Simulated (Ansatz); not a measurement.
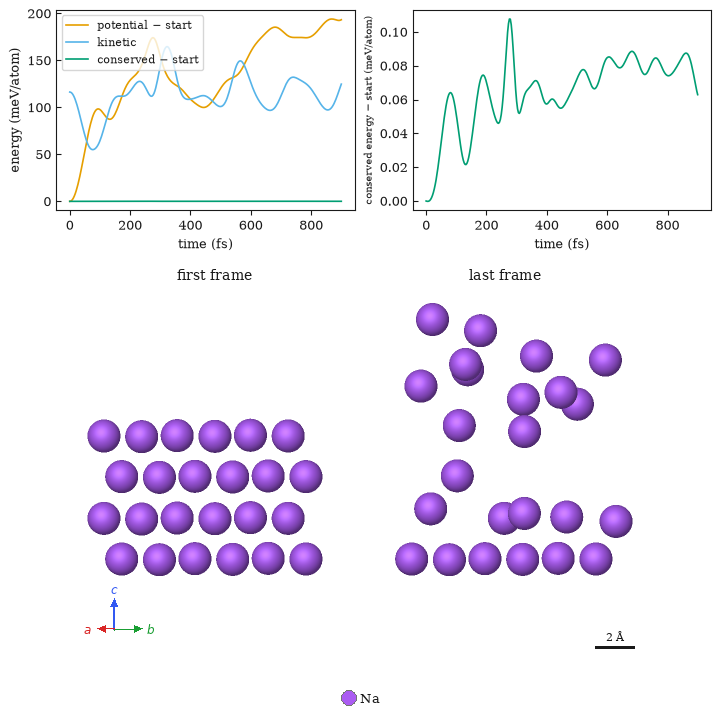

A Born-Oppenheimer molecular dynamics run of a slab of Na(100) (24 atoms in the cell), 900 fs long. Style: spheres-only. Shown: the simulation cell, with the vacuum cut short, from a free direction.

All numbers below come from DFT PBEsol, scalar-relativistic, plane waves, PAW in Ansatz 0.2.0. Run with plane-wave cutoff 420 eV; k-point mesh 2 × 1 × 1; Fermi-Dirac smearing 0.15 eV; low-accuracy preset; 6 atoms held fixed; Nosé-Hoover thermostat (NVT); set temperature 1200 K; time step 3 fs; thermostat time 50.0 fs.

Question: Check the integration.

Answer: The conserved quantity stays between −0.00021 and 0.11 meV per atom of its start. A straight-line fit has a slope that amounts to +0.051 meV per atom over 900 fs (under 0.1 % of the mean kinetic energy), and the ripple about it is under 0.1 % of the kinetic energy's fluctuation. With a drift under 2 % and a ripple under 7 %, the integration is accurate. Over the second half the temperature averages 1195 K (spread ±152 K). The potential energy is still drifting at the end, so the run hasn't reached equilibrium. The potential energy in the second half lies on average 162 meV per atom above the first frame.

Limits of the set-up: the k-point mesh is coarse for a cell with partly filled bands; the program's low-accuracy preset was used.
